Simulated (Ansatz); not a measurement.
# Density-of-states calculation, with input and output: HfO2

- system: HfO2 (P1, 15 atoms in the cell)
- method: DFT PBE, scalar-relativistic, plane waves, PAW, no spin polarisation (Ansatz 0.2.0)

The structure was built on a prototype by a generator; it need not be a known phase. It belongs to a series of runs on one base structure; here: the last frame of the dynamics, relaxed. Figures and captions count atoms from 1; the log counts them from 0 in places.

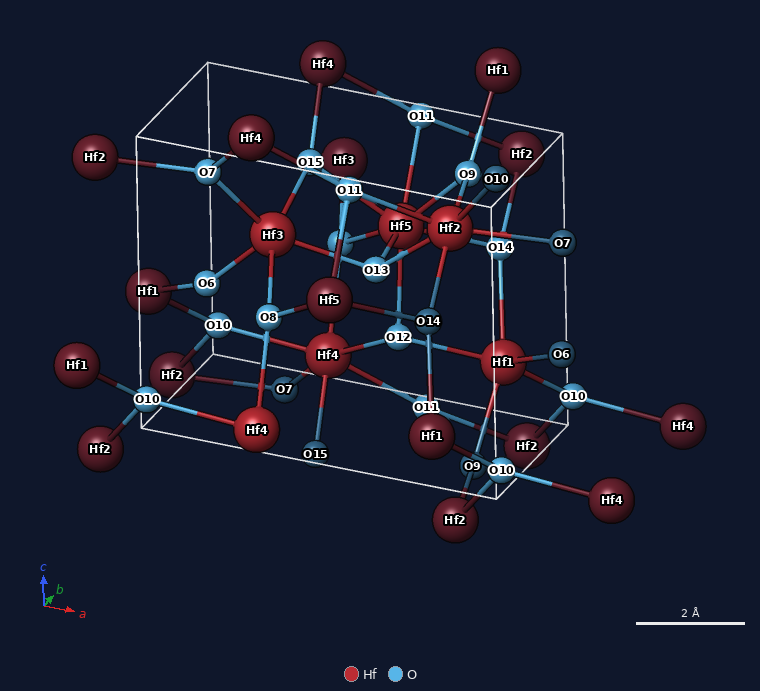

**Figure 1.** The structure as given in the input (ball-and-stick view of the cell of the calculation, seen slightly off an axis; neighbours outside the cell are drawn fainter; atoms are numbered from 1 in the order of the input). An atom can appear more than once, as a periodic image. Near neighbours in the periodic cell (some may lie outside the picture): Hf has 5 O at 1.94 to 2.15 Å; Hf has 6 O at 2.04 to 2.25 Å; Hf has 7 O at 2.10 to 2.34 Å; O has 2 Hf at 1.94 Å; O has 3 Hf at 2.02 to 2.34 Å.

## The input
```yaml
crystal:
  lattice:
    - [6.659458, 0.672158, -0.646401]
    - [0.639796, 5.672598, -0.169737]
    - [-0.663008, -0.185574, 5.672753]
  atoms:
    - { symbol: Hf, position: [0.8704355812, 0.7575923997, 0.2455299513] }
    - { symbol: Hf, position: [0.8414049589, 0.2002453119, 0.8393306102] }
    - { symbol: Hf, position: [0.3079528736, 0.3541306301, 0.648711367] }
    - { symbol: Hf, position: [0.3360024364, 0.9486914938, 0.0903576258] }
    - { symbol: Hf, position: [0.5887304316, 0.7548946202, 0.6451196694] }
    - { symbol: O, position: [0.0890912001, 0.4999352465, 0.3910113551] }
    - { symbol: O, position: [0.1553149706, 0.2214426421, 0.8602398754] }
    - { symbol: O, position: [0.3585321135, 0.035431677, 0.4586148196] }
    - { symbol: O, position: [0.8185460512, 0.5684227705, 0.9264787543] }
    - { symbol: O, position: [0.021887157, 0.9697037697, 0.1118404638] }
    - { symbol: O, position: [0.5880172306, 0.0567844881, 0.9457043091] }
    - { symbol: O, position: [0.5867827127, 0.6995915884, 0.2771811158] }
    - { symbol: O, position: [0.5910254024, 0.3868441658, 0.5894729699] }
    - { symbol: O, position: [0.8310885478, 0.9288336108, 0.5862459534] }
    - { symbol: O, position: [0.3466772011, 0.6953324507, 0.8195265534] }
basis:
  ecutwfc: 420
kpoints:
  mp_grid: { grid: [4, 4, 4] }
hamiltonian:
  xc: pbe
scf:
  occupations: { method: gaussian, width: 0.02 }
  n_extra_bands: 8
output:
  forces: true
  stress: true
  eigenvalues: true
  populations: true
  dos:
    method: { smearing: { sigma: 0.1, scheme: gaussian } }
    projected: true
    de: 0.02
  write_density: true
  write_potential: true
  elf: true
  volumetric_format: npy
```

Launched with:
```bash
ansatz run input.yaml --threads 2 --pin off --max-ram 5120MiB --backend cpu --events-out ev --progress --plain --runs-dir out
```

## Output
```
scf.n_extra_bands = 8 over 95 filled bands (N_el = 190.0): the run solves 103 bands
Engine: ansatz 0.2.0, x86_64-unknown-linux-gnu
Pseudopotentials: kind: paw
Pseudopotential: Hf, paw, valence charge 26, recommended cutoff 420 eV (normal), Hf.paw.azcp
Pseudopotential: O, paw, valence charge 6, recommended cutoff 420 eV (normal), O.paw.azcp
Functional definition: PBE
  parameter kappa = 0.804
  parameter beta = 0.06672455060314922
  exchange = pbe_x(kappa = kappa, mu = beta*pi^2/3)
  correlation = pbe_c(beta = beta)
Crystal: 15 atoms, lattice volume = 209.368 Å³
Basis set: ecut = 420 eV, 4071 PW (Γ), exchange–correlation on 90×80×80 points (8 copies of the dense FFT grid, shifted against one another)
Bands: 103, of which v1, the nominal top of the filled ones, is band 95 counted from 1 (94 counted from 0)
Symmetry: 1 space group operations
Space group: P1 (ITA 1), of the structure as read, at distance tolerance 5.9e-5 Å
k-points: 36 of 64 (time reversal used)
Non-local potential: Hf, projectors of the file, l = 0: 3, l = 1: 2, l = 2: 2, l = 3: 3
Non-local potential: O, projectors of the file, l = 0: 2, l = 1: 2, l = 2: 1
PAW form: soft (Blöchl's): semilocal exchange-correlation on the pseudo side does not see the compensation charge
PAW one-centre angular grid: Hf, 590 points (default); XC on 64 Gauss nodes
PAW one-centre angular grid: O, 110 points (default); XC on 64 Gauss nodes
Initial density: superposition of atomic densities (neutral atoms: chi_scale 0, normalization atom), corrected by the library's trained network
Initial wavefunctions: pseudopotential atomic-orbital guess
Functional: x = pbe(κ = 0.804, μ = 0.2195149727645171), c = pbe(β = 0.06672455060314922)
SCF iter   1: F=—  HF=-84306.232940 eV  |F-HF|=—  |Δ(HF+E_count)|=         —  Δρ=3.73e-3  dr2=2.66e-2  ethr=1.77e-3  ⟨swp⟩=5.0  Hψ=12446  notcnv=0
preconditioner: auto → Resta (q_TF=auto, 2.685 Å⁻¹)  ε∞=5.3  [insulator: Δε(μ)=4.053 eV  Ē_g=16.564 eV  σ=0.020 eV  W_gap=1.00  n_scr=74 (ndim 8)  ℏωp=34.4 eV  f_vac=0.190  D(μ)=0.00/eV (n_scr^D=0)  ε∞_Penn≈5.3]
SCF iter   2: F=—  HF=-84306.230357 eV  |F-HF|=—  |Δ(HF+E_count)|=   2.58e-3  Δρ=1.90e-3  dr2=5.52e-3  ethr=1.40e-5  ⟨swp⟩=2.0  Hψ=7471  notcnv=0  defer=89
SCF iter   3: F=—  HF=-84306.230736 eV  |F-HF|=—  |Δ(HF+E_count)|=   3.79e-4  Δρ=7.83e-4  dr2=1.78e-3  ethr=2.90e-6  ⟨swp⟩=2.0  Hψ=6022  notcnv=0  defer=89
SCF iter   4: F=—  HF=-84306.230815 eV  |F-HF|=—  |Δ(HF+E_count)|=   7.92e-5  Δρ=2.30e-4  dr2=1.73e-4  ethr=9.37e-7  ⟨swp⟩=2.0  Hψ=5294  notcnv=0  defer=89
SCF iter   5: F=—  HF=-84306.230879 eV  |F-HF|=—  |Δ(HF+E_count)|=   6.40e-5  Δρ=1.36e-4  dr2=3.75e-5  ethr=9.12e-8  ⟨swp⟩=2.0  Hψ=6931  notcnv=0  defer=89
SCF iter   6: F=—  HF=-84306.230729 eV  |F-HF|=—  |Δ(HF+E_count)|=   1.50e-4  Δρ=5.01e-5  dr2=6.70e-6  ethr=1.98e-8  ⟨swp⟩=2.0  Hψ=6953  notcnv=0  defer=89
SCF iter   7: F=—  HF=-84306.230733 eV  |F-HF|=—  |Δ(HF+E_count)|=   4.26e-6  Δρ=2.03e-5  dr2=1.42e-6  ethr=3.52e-9  ⟨swp⟩=2.0  Hψ=6972  notcnv=0  defer=89
SCF iter   8: F=—  HF=-84306.230735 eV  |F-HF|=—  |Δ(HF+E_count)|=   1.79e-6  Δρ=1.69e-5  dr2=5.16e-7  ethr=7.50e-10  ⟨swp⟩=2.0  Hψ=6970  notcnv=0  defer=89
SCF iter   9: F=-84306.230735 eV  HF=-84306.230735 eV  |F-HF|=4.81e-8  |Δ(HF+E_count)|=   1.61e-8  Δρ=3.65e-6  dr2=4.05e-8  ethr=5.26e-11  ⟨swp⟩=11.6  Hψ=31615  notcnv=0
SCF 1 converged in 9 iterations: F = -84306.230735 eV  dr2 = 4.05e-8
  greatest PAW one-centre occupation: 0.999 electrons in one spin orbital (limit 2), on the Hf atom at site 1 (counted from 0), in its partial waves of l = 0
```

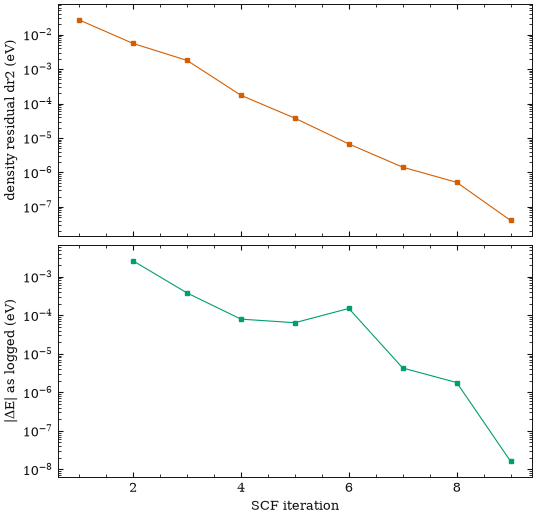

**Figure 2.** Convergence of the self-consistent field: density residual dr2 and size of the energy change against the SCF iteration. The residual falls at every step.

```
SCF converged after 9 iterations
Free energy (F): -84306.230735 eV
Harris-Foulkes:  -84306.230735 eV  (|F-HF|=4.81e-8)
Internal energy: -84306.230735 eV  (E = F + TS)
E sigma→0 (E₀):  -84306.230735 eV
Fermi energy:    12.553354 eV
--- Per-component energies (eV) ---
  E_band       = -655.075853
  E_kinetic    = 3852.032236
  E_local      = -36651.552978  (includes V_loc(G=0)·N_el)
  E_nonlocal   = -5734.543497
  E_hartree    = 16691.048001
  E_xc         = -2235.311273
  E_vxc        = -2268.612158  (∫ρ·V_xc dr)
  E_paw        = -36217.495511  (= ΣΔE_a)
  E_vpaw       = 6765.494455  (= ΣTr[D̂ρ^β])
  E_aug_tail   = 0.024655  (compensation charges beyond the density's cutoff)
  E_ewald      = -24010.432368
  E_smearing   = -0.000000  (= −TS)
  E_closure    = 0.000000  (closes the sum)
  Σ components = -84306.230735   (vs F -84306.230735, Δ=0.00e0)
--- Forces (eV/Å), atoms counted from 1 ---
  atom   1  Hf    -0.00223626     0.01483488    -0.00532033
  atom   2  Hf    -0.00821440    -0.00649986    -0.00917492
  atom   3  Hf     0.00174396    -0.00647250     0.01673634
  atom   4  Hf     0.00931919    -0.00526787    -0.00329847
  atom   5  Hf     0.00023675     0.01763564     0.01971557
  atom   6  O     -0.00174569    -0.00583621    -0.00753230
  atom   7  O      0.00207566     0.00746465     0.00643245
  atom   8  O     -0.00495141    -0.00188811    -0.01381094
  atom   9  O      0.00740859    -0.01104395    -0.00341016
  atom  10  O     -0.00443892     0.00611787     0.00606287
  atom  11  O      0.00198064    -0.00792080    -0.00553440
  atom  12  O      0.00359098     0.00610588     0.00100804
  atom  13  O     -0.00255603    -0.00009885     0.00637148
  atom  14  O      0.00971727    -0.00498390    -0.00195195
  atom  15  O     -0.01193065    -0.00214059    -0.00628514
  max |Σ_I F_I| component: 8.14e-6 eV/Å
--- Stress (GPa, compression-positive) ---
        0.104270       0.004423       0.018884
        0.004423       0.026534      -0.016142
        0.018884      -0.016142       0.000279
  P = ⅓ Tr σ = 0.0437 GPa (0.437 kbar)
--- Band table (eV; the first three rows and the last of 36) ---
  k-point 0: bands = ["-50.0794", "-50.0732", "-49.7270", "-49.5889", "-49.5875", "-18.9712", "-18.9424", "-18.9214", "-18.8956", "-18.8560", "-18.7434", "-18.6081", "-18.6007", "-18.5422", "-18.5097", "-18.4317", "-18.3879", "-18.3705", "-18.3224", "-18.2438", "-6.9930", "-5.9898", "-5.9777", "-5.8288", "-5.7633", "-5.5228", "-5.4298", "-5.3744", "-5.2959", "-5.0869", "0.0080", "0.0161", "0.0183", "0.0251", "0.0287", "0.0315", "0.0491", "0.0618", "0.0699", "0.0838", "0.1087", "0.1128", "0.1193", "0.1262", "0.3706", "0.3716", "0.4017", "0.4142", "0.4187", "0.4358", "0.4373", "0.5052", "0.5409", "0.5460", "0.5577", "0.5584", "0.5628", "0.5655", "0.5750", "0.5767", "0.5960", "0.6004", "0.6017", "0.6056", "0.6160", "5.9052", "6.0686", "6.3922", "6.5040", "6.7534", "6.9128", "7.0803", "7.1875", "7.3030", "7.3597", "7.4156", "7.6999", "7.7063", "8.0229", "8.2419", "8.3901", "8.4998", "8.6676", "8.7797", "8.9070", "9.0104", "9.0877", "9.2273", "9.3923", "9.5498", "9.7232", "9.9829", "10.0894", "10.1806", "10.5495", "14.5572", "15.0341", "15.4635", "15.6868", "15.9361", "16.0882", "16.1388", "16.3505"]
  k-point 1: bands = ["-50.0793", "-50.0732", "-49.7270", "-49.5890", "-49.5875", "-18.9849", "-18.9413", "-18.9183", "-18.8766", "-18.8537", "-18.7557", "-18.6187", "-18.5997", "-18.5358", "-18.4784", "-18.4498", "-18.3896", "-18.3630", "-18.3278", "-18.2567", "-6.8513", "-6.0887", "-5.9328", "-5.7908", "-5.7577", "-5.5528", "-5.4298", "-5.3628", "-5.3219", "-5.1981", "0.0081", "0.0158", "0.0181", "0.0252", "0.0287", "0.0315", "0.0489", "0.0609", "0.0712", "0.0838", "0.1089", "0.1129", "0.1191", "0.1262", "0.3707", "0.3717", "0.4018", "0.4145", "0.4197", "0.4356", "0.4383", "0.5046", "0.5410", "0.5467", "0.5552", "0.5575", "0.5628", "0.5657", "0.5728", "0.5774", "0.5955", "0.5995", "0.6017", "0.6065", "0.6144", "5.8844", "6.0648", "6.4216", "6.5461", "6.8115", "6.9021", "7.0681", "7.1347", "7.2108", "7.3928", "7.4810", "7.6850", "7.8758", "8.0348", "8.1972", "8.3037", "8.4740", "8.6131", "8.8413", "8.9159", "9.0255", "9.1079", "9.3291", "9.4106", "9.5644", "9.5880", "9.9364", "10.0304", "10.1628", "10.4428", "14.8196", "15.0359", "15.4428", "15.7084", "15.7883", "16.0437", "16.2061", "16.3046"]
  k-point 2: bands = ["-50.0792", "-50.0732", "-49.7269", "-49.5890", "-49.5875", "-18.9931", "-18.9402", "-18.9154", "-18.8671", "-18.8540", "-18.7637", "-18.6039", "-18.5995", "-18.5259", "-18.4917", "-18.4531", "-18.3908", "-18.3511", "-18.3371", "-18.2663", "-6.6415", "-6.2410", "-5.9078", "-5.7676", "-5.6871", "-5.5536", "-5.4939", "-5.3932", "-5.3670", "-5.2581", "0.0082", "0.0156", "0.0179", "0.0254", "0.0287", "0.0316", "0.0487", "0.0600", "0.0723", "0.0838", "0.1090", "0.1131", "0.1189", "0.1263", "0.3705", "0.3719", "0.4020", "0.4155", "0.4200", "0.4359", "0.4389", "0.5040", "0.5408", "0.5472", "0.5531", "0.5565", "0.5629", "0.5658", "0.5712", "0.5774", "0.5954", "0.5978", "0.6017", "0.6086", "0.6122", "5.8677", "6.0661", "6.3979", "6.6956", "6.7288", "6.8323", "7.0076", "7.0799", "7.4094", "7.4818", "7.5701", "7.6884", "7.8649", "8.0047", "8.1897", "8.3705", "8.4899", "8.5687", "8.8107", "8.8668", "9.0308", "9.0493", "9.2992", "9.3364", "9.5053", "9.5927", "9.9646", "10.0653", "10.1133", "10.4030", "14.9456", "15.1437", "15.3961", "15.6694", "15.9160", "15.9576", "16.1415", "16.3153"]
  k-point 35: bands = ["-50.0791", "-50.0732", "-49.7268", "-49.5893", "-49.5874", "-18.9698", "-18.9623", "-18.9189", "-18.8674", "-18.8545", "-18.7774", "-18.6103", "-18.5950", "-18.5120", "-18.4900", "-18.4552", "-18.3599", "-18.3496", "-18.3409", "-18.2921", "-6.2209", "-6.2200", "-6.0378", "-5.9199", "-5.9100", "-5.6428", "-5.5685", "-5.3677", "-5.3147", "-5.1100", "0.0080", "0.0162", "0.0183", "0.0271", "0.0291", "0.0318", "0.0553", "0.0602", "0.0677", "0.0751", "0.1101", "0.1127", "0.1182", "0.1324", "0.3714", "0.3715", "0.4029", "0.4162", "0.4198", "0.4377", "0.4395", "0.5014", "0.5418", "0.5476", "0.5557", "0.5572", "0.5628", "0.5656", "0.5691", "0.5737", "0.5932", "0.6008", "0.6075", "0.6091", "0.6162", "5.8687", "6.2029", "6.3065", "6.5415", "6.6945", "6.9177", "7.0211", "7.0821", "7.2421", "7.2882", "7.5009", "7.6287", "7.6867", "7.7453", "7.9675", "8.1551", "8.6154", "8.6708", "9.0013", "9.0672", "9.1308", "9.1934", "9.3550", "9.4580", "9.5757", "9.8993", "10.1106", "10.2194", "10.2466", "10.3146", "14.7500", "15.3831", "15.4614", "15.5977", "15.7755", "15.8309", "16.1043", "16.3440"]
--- Löwdin populations: 15 sites ---
  site symbol       q [e]
     0     Hf     24.5753
     1     Hf     24.5255
     2     Hf     24.5757
     3     Hf     24.5248
     4     Hf     24.6016
     5      O      6.6134
     6      O      6.6631
     7      O      6.6755
     8      O      6.6757
     9      O      6.6633
    10      O      6.7531
    11      O      6.6481
    12      O      6.6481
    13      O      6.6773
    14      O      6.6771
  spilling = 0.002645 (of n_electrons = 190.000000)
```

## File populations.tsv
```
# site	symbol	l	j	q
# orbitals = lowdin
# n_electrons = 190.000000
# spilling = 0.002645
0	Hf	0_5S	-	1.971115
0	Hf	0_6S	-	0.428910
0	Hf	1_5P	-	5.976628
0	Hf	2_5D	-	2.203955
0	Hf	3_4F	-	13.994681
1	Hf	0_5S	-	1.971642
1	Hf	0_6S	-	0.431140
1	Hf	1_5P	-	5.983368
1	Hf	2_5D	-	2.142842
1	Hf	3_4F	-	13.996539
2	Hf	0_5S	-	1.971061
2	Hf	0_6S	-	0.429311
2	Hf	1_5P	-	5.976799
2	Hf	2_5D	-	2.203762
2	Hf	3_4F	-	13.994743
3	Hf	0_5S	-	1.971672
3	Hf	0_6S	-	0.431000
3	Hf	1_5P	-	5.983357
3	Hf	2_5D	-	2.142199
3	Hf	3_4F	-	13.996535
4	Hf	0_5S	-	1.968456
4	Hf	0_6S	-	0.432816
4	Hf	1_5P	-	5.984944
4	Hf	2_5D	-	2.219044
4	Hf	3_4F	-	13.996299
5	O	0_2S	-	1.698109
5	O	1_2P	-	4.915249
6	O	0_2S	-	1.691459
6	O	1_2P	-	4.971656
7	O	0_2S	-	1.699845
7	O	1_2P	-	4.975627
8	O	0_2S	-	1.699851
8	O	1_2P	-	4.975840
9	O	0_2S	-	1.691622
9	O	1_2P	-	4.971685
10	O	0_2S	-	1.739728
10	O	1_2P	-	5.013405
11	O	0_2S	-	1.704747
11	O	1_2P	-	4.943307
12	O	0_2S	-	1.704918
12	O	1_2P	-	4.943208
13	O	0_2S	-	1.708782
13	O	1_2P	-	4.968500
14	O	0_2S	-	1.708757
14	O	1_2P	-	4.968334
```

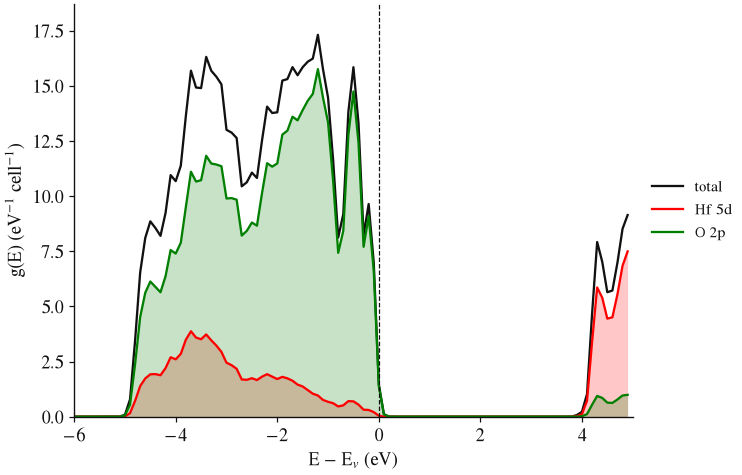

**Figure 3.** Density of states (projected on Löwdin-orthogonalised atomic shells), with energies from the valence-band top. There is a gap of 4.01 eV on the k-point mesh.

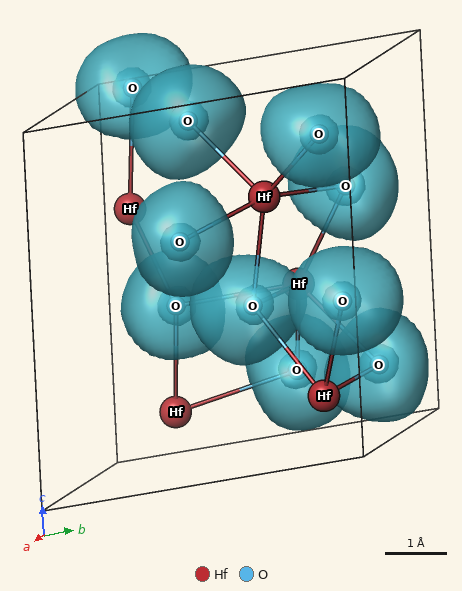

**Figure 4.** Isosurface of the electron localisation function at 0.65 (cyan), seen slightly off an axis. Only the valence region is drawn (cores and ρ < 0.01 e/Å³ removed). Sticks mark near contacts. The outline is the cell set on symmetry axes. Along the contacts the grid gives the following. Hf–O (1.94 Å): the ELF peaks at about 0.80 in the valence shell of O, 0.6 Å from its nucleus, and drops to about 0.25 between the two atoms. Hf–O (2.02 Å): the ELF peaks at about 0.85 in the valence shell of O, 0.6 Å from its nucleus, and drops to about 0.20 between the two atoms. Core electrons are frozen (PAW), so the fields are smoothed inside the atomic spheres.

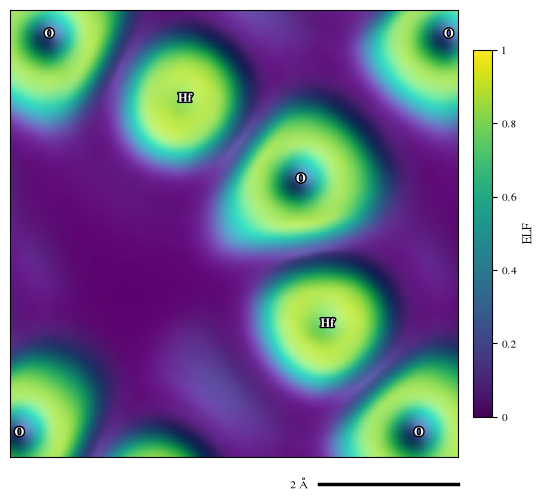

**Figure 5.** Electron localisation function on the (001) plane of the conventional cell. Hf–O (2.04 Å): the ELF peaks at about 0.80 in the valence shell of O, 0.6 Å from its nucleus, and drops to about 0.20 between the two atoms. Hf–O (2.11 Å): the ELF peaks at about 0.85 in the valence shell of O, 0.6 Å from its nucleus, and drops to about 0.20 between the two atoms. Hf–O (2.15 Å): the ELF peaks at about 0.85 in the valence shell of O, 0.6 Å from its nucleus, and drops to about 0.15 between the two atoms. The strong features right at Hf lie inside the PAW spheres (semicore, d or f shells) and say nothing about bonding.

## Summary

| quantity | value |
| --- | --- |
| outcome | converged |
| space group (tolerance 0.01 Å) | P1 (1) |
| electrons treated | 190 |
| free energy | −84306.2307 eV |
| Fermi energy | 12.553 eV |
| gap on the k-point mesh | 4.01 eV |
| pressure | 0.04 GPa |
| largest force (length of the vector) | 0.026 eV/Å |
| hardware | 2 threads of Intel Xeon @ 2.70GHz, 189 GiB of memory available, shared host |
| wall time | 56 s (CPU time 1.8 min) |
| peak memory | 0.89 GiB |

## Notes

Spin–orbit coupling is left out, which matters for Hf.
